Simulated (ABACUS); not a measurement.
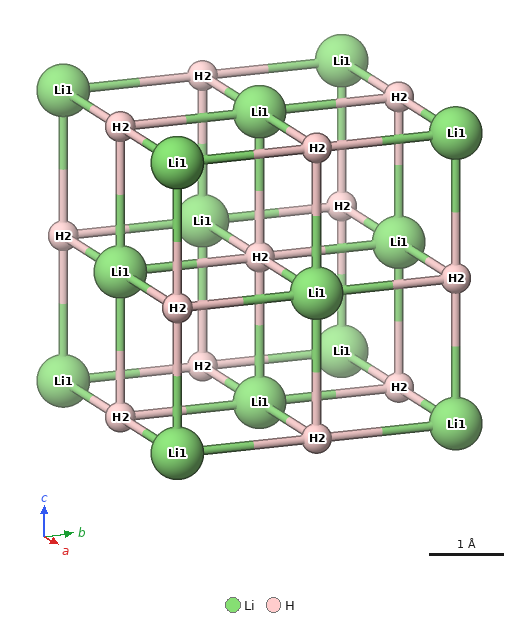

Fig. 1: The structure (ball-and-stick view of the cell 4 times as large as that of the calculation, set on its symmetry axes, seen slightly off an axis; atoms are numbered from 1 in the order of the input). An atom can appear more than once, as a periodic image. Near neighbours in the periodic cell (some may lie outside the picture): Li has 6 H at 2.04 Å; H has 6 Li at 2.04 Å.

## Band-structure run of LiH (part 1 of 2)

- system: LiH (Fm-3m, 2 atoms in the cell)
- method: Kohn-Sham DFT of a periodic cell, PBEsol, SPMS ONCV 1.0 PBE, no spin polarisation (ABACUS 3.10.1)

The structure derives from an entry of the Crystallography Open Database.

### Input
```python
"""ABACUS run from a structure file: ASE reads it, the script writes STRU, KPT and INPUT."""
import re
import subprocess
from ase.io import read
from ase.units import Bohr

atoms = read("LiH.xyz")
atoms = atoms[(-atoms.numbers).argsort(kind="stable")]  # ABACUS lists atoms element by element
pseudo = {'Li': '03_Li_3_1.6_1.6_pbe_v1.0.upf', 'H': '01_H_1_1.0_1.0_pbe_v1.0.upf'}
orbital = {}
magmoms = None
kmesh = [9, 9, 9]
params = {
    'suffix': 'LiH',
    'calculation': 'scf',
    'basis_type': 'pw',
    'pseudo_dir': './',
    'symmetry': 1,
    'dft_functional': 'pbesol',
    'ecutwfc': 74,
    'pseudo_rcut': 7,
    'nspin': 1,
    'nbands': 12,
    'ks_solver': 'dav',
    'smearing_method': 'fd',
    'smearing_sigma': 0.00367493,
    'scf_thr': 1e-08,
    'scf_nmax': 100,
    'mixing_type': 'broyden',
    'mixing_beta': 0.7,
    'cal_force': 1,
    'cal_stress': 1,
    'out_chg': 1,
    'kpar': 4,
}

symbols = atoms.get_chemical_symbols()
elements = list(dict.fromkeys(symbols))
lines = ["ATOMIC_SPECIES"] + [f"{e} {atoms.get_masses()[symbols.index(e)]:.4f} {pseudo[e]}" for e in elements]
if orbital:
    lines += ["", "NUMERICAL_ORBITAL"] + [orbital[e] for e in elements]
lines += ["", "LATTICE_CONSTANT", f"{1 / Bohr:.10f}", "", "LATTICE_VECTORS"]
lines += [" ".join(f"{x:.10f}" for x in v) for v in atoms.cell]
lines += ["", "ATOMIC_POSITIONS", "Direct"]
for e in elements:
    lines += ["", e, "0.0", str(symbols.count(e))]
    for i, p in enumerate(atoms.get_scaled_positions(wrap=False)):
        if symbols[i] == e:
            mag = "" if magmoms is None else " mag " + " ".join(str(x) for x in (magmoms[i] if isinstance(magmoms[i], list) else [magmoms[i]]))
            lines.append(" ".join(f"{x:.10f}" for x in p) + " 1 1 1" + mag)
open("STRU", "w").write("\n".join(lines) + "\n")
open("KPT", "w").write("K_POINTS\n0\nGamma\n%d %d %d 0 0 0\n" % tuple(kmesh))
open("INPUT", "w").write("INPUT_PARAMETERS\n" + "".join(f"{k:<20s}{v}\n" for k, v in params.items()))

done = subprocess.run(['mpirun', '-np', '4', 'abacus'])
if done.returncode:
    raise SystemExit(done.returncode)
log = open("OUT.LiH/running_scf.log").read()
print("final energy (eV):", re.findall(r"FINAL_ETOT_IS (\S+)", log))
```

### File LiH.xyz
```
2
Lattice="0.0000000000 2.0367500000 2.0367500000 2.0367500000 0.0000000000 2.0367500000 2.0367500000 2.0367500000 0.0000000000" Properties=species:S:1:pos:R:3 pbc="T T T"
Li     0.0000000000      0.0000000000      0.0000000000
H      2.0367500000      2.0367500000      2.0367500000
```

### File INPUT
```
INPUT_PARAMETERS
suffix              LiH
calculation         scf
basis_type          pw
pseudo_dir          ./
symmetry            1
dft_functional      pbesol
ecutwfc             74
pseudo_rcut         7
nspin               1
nbands              12
ks_solver           dav
smearing_method     fd
smearing_sigma      0.00367493
scf_thr             1e-08
scf_nmax            100
mixing_type         broyden
mixing_beta         0.7
cal_force           1
cal_stress          1
out_chg             1
kpar                4
```

### File STRU
```
ATOMIC_SPECIES
Li 6.9400 03_Li_3_1.6_1.6_pbe_v1.0.upf
H 1.0080 01_H_1_1.0_1.0_pbe_v1.0.upf

LATTICE_CONSTANT
1.8897261258

LATTICE_VECTORS
0.0000000000 2.0367500000 2.0367500000
2.0367500000 0.0000000000 2.0367500000
2.0367500000 2.0367500000 0.0000000000

ATOMIC_POSITIONS
Direct

Li
0.0
1
0.0000000000 0.0000000000 -0.0000000000 1 1 1

H
0.0
1
0.5000000000 0.5000000000 0.5000000000 1 1 1
```

### File KPT
```
K_POINTS
0
Gamma
9 9 9 0 0 0
```

Hardware: 4 threads of Intel Xeon (Granite Rapids), 128 GiB of memory available, shared host.

Launch command:
```bash
OMP_NUM_THREADS=1 python run_abacus.py > log
```

### Log
```
ABACUS v3.10.1

               Atomic-orbital Based Ab-initio Computation at UStc

 ------------------------------------------------------------------------------------

 READING GENERAL INFORMATION
                           global_out_dir = OUT.LiH/
                           global_in_card = INPUT
                               pseudo_dir = ./
                              orbital_dir =
                                    DSIZE = 4
                                    GSIZE = 1

 READING UNITCELL INFORMATION
                                    ntype = 2
                  lattice constant (Bohr) = 1.88973
              lattice constant (Angstrom) = 1

 READING ATOM TYPE 1
                               atom label = Li
                      L=0, number of zeta = 1
                      L=1, number of zeta = 1
                      L=2, number of zeta = 1
             number of atom for this type = 1

 READING ATOM TYPE 2
                               atom label = H
                      L=0, number of zeta = 1
                      L=1, number of zeta = 1
                      L=2, number of zeta = 1
             number of atom for this type = 1

                        TOTAL ATOM NUMBER = 2
DIRECT COORDINATES
    atom                   x                   y                   z     mag                  vx                  vy                  vz
taud_Li1            0.0000000000        0.0000000000        0.0000000000  0.0000        0.0000000000        0.0000000000        0.0000000000
taud_H1            0.5000000000        0.5000000000        0.5000000000  0.0000        0.0000000000        0.0000000000        0.0000000000

                          Volume (Bohr^3) = 114.035
                             Volume (A^3) = 16.8983

 Lattice vectors: (Cartesian coordinate: in unit of a_0)
                   +0            +2.03675            +2.03675
             +2.03675                  +0            +2.03675
             +2.03675            +2.03675                  +0
 Reciprocal vectors: (Cartesian coordinate: in unit of 2 pi/a_0)
            -0.245489           +0.245489           +0.245489
            +0.245489           -0.245489           +0.245489
            +0.245489           +0.245489           -0.245489
 The esolver type has been set to : ksdft_pw

                PAO radial cut off (Bohr) = 7

 Read in pseudopotential file is 03_Li_3_1.6_1.6_pbe_v1.0.upf
                     pseudopotential type = NC
          exchange-correlation functional = PBE
                 nonlocal core correction = 0
                        valence electrons = 3
                                     lmax = 1
                           number of zeta = 2
                     number of projectors = 4
                           L of projector = 0
                           L of projector = 0
                           L of projector = 1
                           L of projector = 1
 XC functional updated to : pbesol
          exchange-correlation functional = PBESOL
                PAO radial cut off (Bohr) = 7

 Read in pseudopotential file is 01_H_1_1.0_1.0_pbe_v1.0.upf
                     pseudopotential type = NC
          exchange-correlation functional = PBE
                 nonlocal core correction = 0
                        valence electrons = 1
                                     lmax = 1
                           number of zeta = 1
                     number of projectors = 3
                           L of projector = 0
                           L of projector = 0
                           L of projector = 1
 XC functional updated to : pbesol
          exchange-correlation functional = PBESOL
     initial pseudo atomic orbital number = 3

 SETUP THE ELECTRONS NUMBER
            electron number of element Li = 3
      total electron number of element Li = 3
             electron number of element H = 1
       total electron number of element H = 1
            AUTOSET number of electrons:  = 4
                           occupied bands = 2
                                   NBANDS = 12
                                   NLOCAL = 18

%%%%%%%%%%%%%%%%%%%%%%%%%%%%%%%%%%%%%%%%%%%%%%%%%%%%%%%%%%%%%%%%%%%%%%%%%%%%%%%%%%%%%%%%%%%%%%%%%%%%%%%%%%
 Warning: the number of valence electrons in pseudopotential > 1 for Li: [He] 2s1
 Pseudopotentials with additional electrons can yield (more) accurate outcomes, but may be less efficient.
 If you're confident that your chosen pseudopotential is appropriate, you can safely ignore this warning.
%%%%%%%%%%%%%%%%%%%%%%%%%%%%%%%%%%%%%%%%%%%%%%%%%%%%%%%%%%%%%%%%%%%%%%%%%%%%%%%%%%%%%%%%%%%%%%%%%%%%%%%%%%

 SETUP THE PLANE WAVE BASIS
 energy cutoff for charge/potential (unit:Ry) = 296
            fft grid for charge/potential = [ 30, 30, 30 ]
                        fft grid division = [ 1, 1, 1 ]
        big fft grid for charge/potential = [ 30, 30, 30 ]
                                     nbxx = 27000
                                     nrxx = 27000

 SETUP PLANE WAVES FOR CHARGE/POTENTIAL
                    number of plane waves = 9841
                         number of sticks = 595

 PARALLEL PW FOR CHARGE/POTENTIAL
     PROC   COLUMNS(POT)             PW
        1            595           9841
 --------------- sum -------------------
        1            595           9841
                            number of |g| = 151
                                  max |g| = 26.6974
                                  min |g| = 0

----------- Double Check Mixing Parameters Begin ------------
mixing_type: broyden
mixing_beta: 0.7
mixing_gg0: 1
mixing_gg0_min: 0.1
mixing_ndim: 8
----------- Double Check Mixing Parameters End ------------

 LATTICE VECTORS: (CARTESIAN COORDINATE: IN UNIT OF A0)
                   +0            +2.03675            +2.03675
             +2.03675                  +0            +2.03675
             +2.03675            +2.03675                  +0
                       right hand lattice = 1
                                   NORM_A = 2.8804
                                   NORM_B = 2.8804
                                   NORM_C = 2.8804
                           ALPHA (DEGREE) = 60
                           BETA  (DEGREE) = 60
                           GAMMA (DEGREE) = 60

 The lattice vectors have been changed (STRU_SIMPLE.cif)

(for optimal symmetric configuration:)
                             BRAVAIS TYPE = 3
                     BRAVAIS LATTICE NAME = 03. Cubic F (face-centered)
                                    ibrav = 3
                                    IBRAV = 3
                                  BRAVAIS = FACE CENTERED CUBIC
                       LATTICE CONSTANT A = 4.0735
Original cell was already a primitive cell.
                        ROTATION MATRICES = 48
              PURE POINT GROUP OPERATIONS = 48
                   SPACE GROUP OPERATIONS = 48
                              POINT GROUP = O_h
               POINT GROUP IN SPACE GROUP = O_h

 SETUP K-POINTS
                                    nspin = 1
                   Input type of k points = Monkhorst-Pack(Gamma)
                                   nkstot = 729
                       right hand lattice = 1
(for reciprocal lattice: )
                             BRAVAIS TYPE = 2
                     BRAVAIS LATTICE NAME = 02. Cubic I (body-centered)
                                    ibrav = 2
                       right hand lattice = 1
(for k-lattice: )
                             BRAVAIS TYPE = 2
                     BRAVAIS LATTICE NAME = 02. Cubic I (body-centered)
                                    ibrav = 2
                       right hand lattice = 1
                        ROTATION MATRICES = 48
                               nkstot_ibz = 35
K-POINTS REDUCTION ACCORDING TO SYMMETRY
     IBZ    DIRECT_X    DIRECT_Y    DIRECT_Z  WEIGHT  ibz2bz
       1  0.00000000  0.00000000  0.00000000  0.0014       0
       2  0.11111111  0.11111111  0.11111111  0.0110       1
       3  0.22222222  0.22222222  0.22222222  0.0110       2
       4  0.33333333  0.33333333  0.33333333  0.0110       3
       5  0.44444444  0.44444444  0.44444444  0.0110       4
       6  0.11111111  0.11111111  0.00000000  0.0082      10
       7  0.22222222  0.22222222  0.11111111  0.0329      11
       8  0.33333333  0.33333333  0.22222222  0.0329      12
       9  0.44444444  0.44444444  0.33333333  0.0329      13
      10 -0.44444444  0.44444444  0.44444444  0.0329      14
      11  0.44444444  0.33333333  0.33333333  0.0329      15
      12  0.22222222  0.22222222  0.33333333  0.0329      16
      13  0.22222222  0.11111111  0.11111111  0.0165      17
      14  0.22222222  0.22222222  0.00000000  0.0082      20
      15  0.33333333  0.11111111  0.33333333  0.0329      21
      16  0.44444444  0.44444444  0.22222222  0.0329      22
      17 -0.33333333  0.44444444  0.44444444  0.0329      23
      18 -0.44444444  0.33333333  0.33333333  0.0329      24
      19  0.44444444  0.22222222  0.22222222  0.0165      25
      20  0.33333333  0.33333333  0.00000000  0.0082      30
      21  0.44444444  0.44444444  0.11111111  0.0329      31
      22 -0.22222222  0.44444444  0.44444444  0.0329      32
      23 -0.33333333  0.33333333  0.33333333  0.0165      33
      24  0.44444444  0.44444444  0.00000000  0.0082      40
      25 -0.11111111  0.44444444  0.44444444  0.0165      41
      26  0.33333333  0.11111111  0.22222222  0.0329     102
      27  0.44444444  0.33333333  0.22222222  0.0658     103
      28 -0.44444444  0.44444444  0.33333333  0.0658     104
      29  0.44444444  0.33333333  0.11111111  0.0329     112
      30 -0.44444444  0.44444444  0.22222222  0.0658     113
[... 5 further k points ...]

                               nkstot now = 35
[... K-POINTS DIRECT COORDINATES: 35 rows ...]
```
